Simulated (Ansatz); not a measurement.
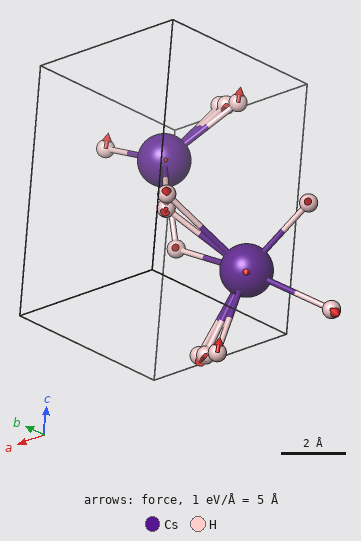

Starting geometry of solid CsH$_{3}$ (a generated structure, set up in P1) (coarse preliminary run) with the computed forces as red arrows. The picture is a ball-and-stick view of the cell of the calculation, seen from a free direction.

Level of theory: DFT PBE, scalar-relativistic, plane waves, PAW in Ansatz 0.2.0. (plane-wave cutoff 420 eV; k-point mesh 4 × 2 × 2; occupations gaussian; smearing width 0.1 eV; no spin polarisation; cell and atoms relaxed; force threshold 0.04 eV/Å; at most 70 steps)

**Is this structure relaxed? If not, where do the atoms go?**

It isn't relaxed: the largest force vector, on an H atom, is 0.21 eV/Å. The final displacements have little in common with the starting forces (cosine between the two patterns 0.26). Over 11 accepted moves (12 points after the start) the energy falls by 11.3 meV per atom. The largest force component goes from 0.15 to 0.03 eV/Å. Pressure: −0.02 GPa at the start and −0.04 GPa at the end. The SCF was repeated once at an unchanged geometry on a basis and grid sized afresh for the cell, which shifted the energy by less than 0.05 meV per atom at most. The largest move relative to the cell is that of an H atom, 1.36 Å along [−1 −2 −1]. Largest moves by element: H 1.36 Å, Cs 0.54 Å. The volume changes by −0.8 %, with a 5.055 → 5.046 Å (−0.2 %), b 7.686 → 7.611 Å (−1.0 %), c 8.788 → 8.767 Å (−0.2 %), α 99.5° → 98.8°, β 95.2° → 91.3°, γ 91.3° → 90.4°. Some distances before and after: Cs–H 3.337 → 4.937 Å, Cs–H 3.180 → 3.833 Å, Cs–H 3.314 → 3.810 Å, Cs–H 2.943 → 3.427 Å. Bond angles that change, for instance: H–Cs–H 103.4° → 114.7°, H–Cs–H 106.6° → 117.6°, Cs–H–Cs 108.1° → 118.8°. The space group stays P1 (No. 1). The run took 68 s on 1 thread of Arm Neoverse V2 (shared host), peak memory 0.43 GiB.
